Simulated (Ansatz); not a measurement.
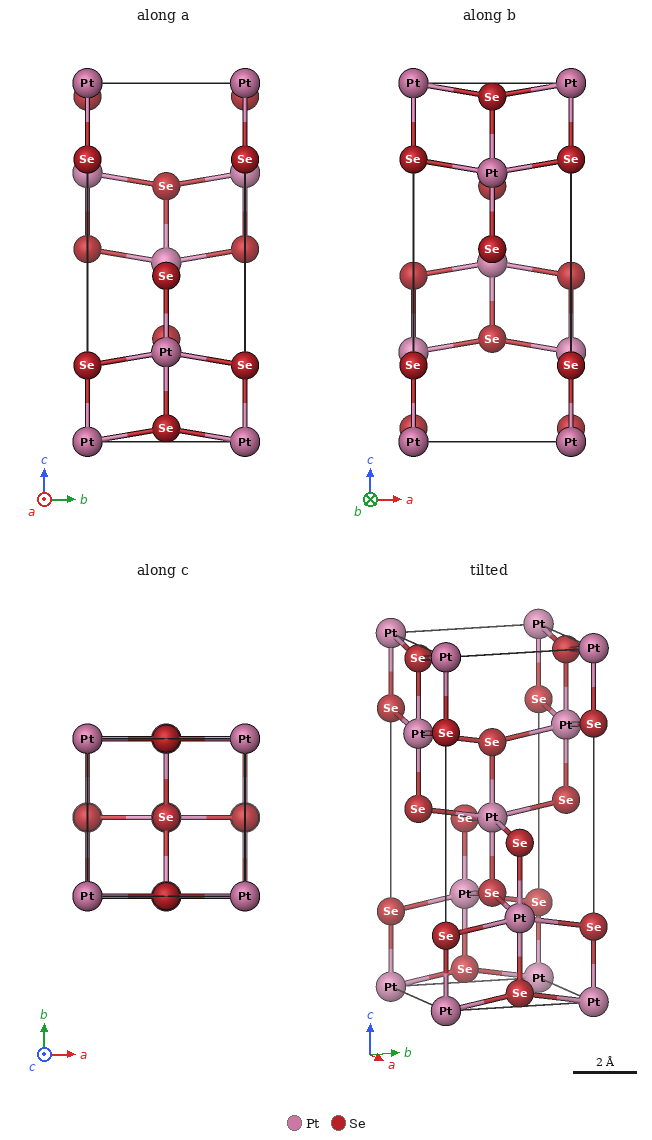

The image is a ball-and-stick drawing of a crystal, viewed along the a axis, along the b axis, along the c axis and slightly off an axis. The conventional unit cell is outlined; an atom on or near a face, edge or corner is repeated at each equivalent position.

Lattice parameters: a = 5.0554 Å, b = 5.0554 Å, c = 11.5036 Å, α = 90.000°, β = 90.000°, γ = 90.000°.

Express the structure as a CIF in P1 with every atom of the cell, with free fractional coordinates to two decimals.

```cif
data_structure
_symmetry_space_group_name_H-M 'P 1'
_symmetry_Int_Tables_number 1
_cell_length_a 5.0554
_cell_length_b 5.0554
_cell_length_c 11.5036
_cell_angle_alpha 90.000
_cell_angle_beta 90.000
_cell_angle_gamma 90.000
_cell_volume 294.00
loop_
_atom_site_label
_atom_site_type_symbol
_atom_site_fract_x
_atom_site_fract_y
_atom_site_fract_z
_atom_site_occupancy
Pt1 Pt 0.00 0.50 0.25 1
Pt2 Pt 0.00 0.00 0.00 1
Se1 Se 0.00 0.50 0.04 1
Se2 Se 0.50 0.50 0.29 1
Se3 Se 0.00 0.00 0.21 1
Se4 Se 0.00 0.50 0.46 1
Pt3 Pt 0.50 0.00 0.75 1
Pt4 Pt 0.50 0.50 0.50 1
Se5 Se 0.50 0.00 0.54 1
Se6 Se 0.00 0.00 0.79 1
Se7 Se 0.50 0.50 0.71 1
Se8 Se 0.50 0.00 0.96 1
```

The initial geometry was a structure type filled with these elements by a generator (whether the compound takes this form wasn't checked). Atoms and cell were optimised with DFT, r2SCAN, plane waves, PAW in Ansatz.
